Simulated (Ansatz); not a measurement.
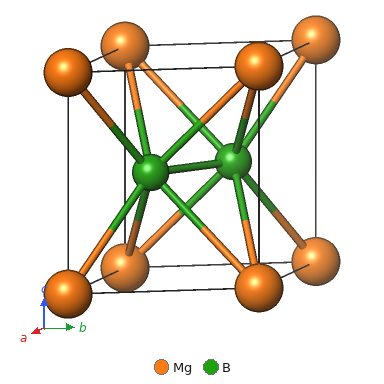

System: MgB₂, space group P6/mmm (No. 191). The picture shows the conventional cell.

Structure:
```
Mg B
1.0
     3.08500    0.00000    0.00000
    -1.54250    2.67169    0.00000
     0.00000    0.00000    3.52300
Mg B
1 2
Direct
  0.00000 0.00000 0.00000
  0.66667 0.33333 0.50000
  0.33333 0.66667 0.50000
```

Method: all-electron LAPW DFT, no spin polarisation; energies at scaled volumes of the given cell, shape and fractions fixed, counted from the fit's minimum, third-order Birch-Murnaghan fit (Ansatz 0.2.0). Level: PBE.

- k mesh: 10×10×8
- occupations: Fermi–Dirac
- smearing width: 0.05 eV
- potentials: all electron LAPW, scalar relativistic
- program settings: basis error eV/atom 0.001

Predict the energy and pressure against volume. The volume takes the values 9.10, 9.29, 9.49, 9.68, 9.87, 10.07, 10.26 Å³/atom.

A third-order Birch–Murnaghan fit gives V0 = 9.62 Å³/atom, B0 = 152 GPa and B′ = 3.6. The energy is 14.48 meV/atom at volume 9.10 Å³/atom and 18.42 meV/atom at 10.26 Å³/atom; the lowest computed point is at volume 9.68 Å³/atom (0.18 meV/atom), and no other minimum shows. The pressure falls from 9.33 GPa at volume 9.10 Å³/atom to −8.74 GPa at 10.26 Å³/atom, and changes sign near 9.62 Å³/atom.

```
volume (Å³/atom)  energy (meV/atom)  pressure (GPa)
            9.10              14.48            9.33
            9.29               5.52            5.58
            9.49               0.88            2.16
            9.68               0.18           -0.95
            9.87               3.08           -3.79
           10.07               9.26           -6.38
           10.26              18.42           -8.74
```

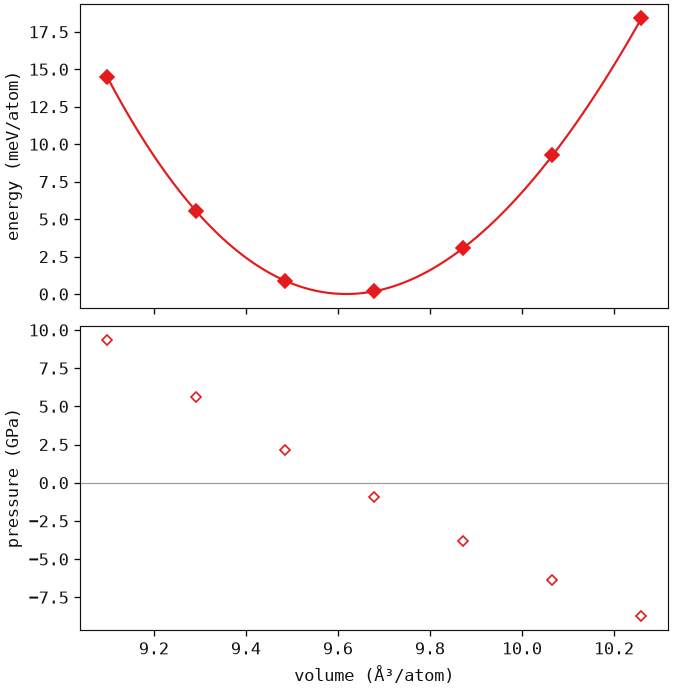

Note: shape and atomic fractions are frozen while scaling, which makes layered, chain and framework solids too stiff.
